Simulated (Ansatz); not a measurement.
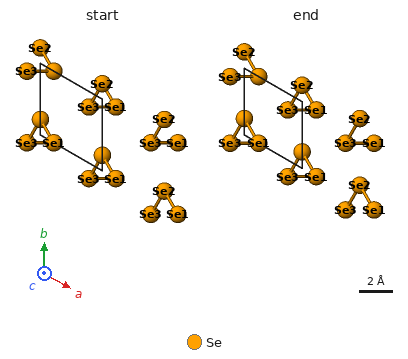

The structure of solid Se (set up in P3_221) (coarse preliminary run) before (left) and after (right) a relaxation, at one scale.

The picture is a ball-and-stick view of the cell of the calculation, repeated 2 × 1 × 1 with one cell outlined, seen along the c axis.

Level of theory: DFT PBEsol, scalar-relativistic, plane waves, PAW (Ansatz 0.2.0). (plane-wave cutoff 420 eV; k-point mesh 6 × 6 × 4; occupations gaussian; smearing width 0.1 eV; no spin polarisation; cell and atoms relaxed; force threshold 0.05 eV/Å; at most 80 steps)

Question: Summarise the run.

Answer: Over 5 accepted moves (6 points after the start) the energy falls by 47.6 meV per atom. The largest force component goes from 1 to 0.023 eV/Å. The pressure goes from 2.89 to 0.08 GPa. The SCF was repeated once at an unchanged geometry on a basis and grid sized afresh for the cell, which shifted the energy by 0.2 meV per atom at most. The largest moves relative to the cell, 0.12 Å, are those of Se1, Se2 and Se3. Se2 goes along +b. The volume changes by −10.5 %, with a = b 4.355 → 4.056 Å (−6.9 %), c 4.949 → 5.108 Å (+3.2 %). Some distances before and after: Se1–Se2 2.324 → 2.432 Å. The space group stays P3_221 (No. 154). Cost: 39 s on 1 thread of Arm Neoverse V1, on a shared host, peak memory 0.32 GiB.
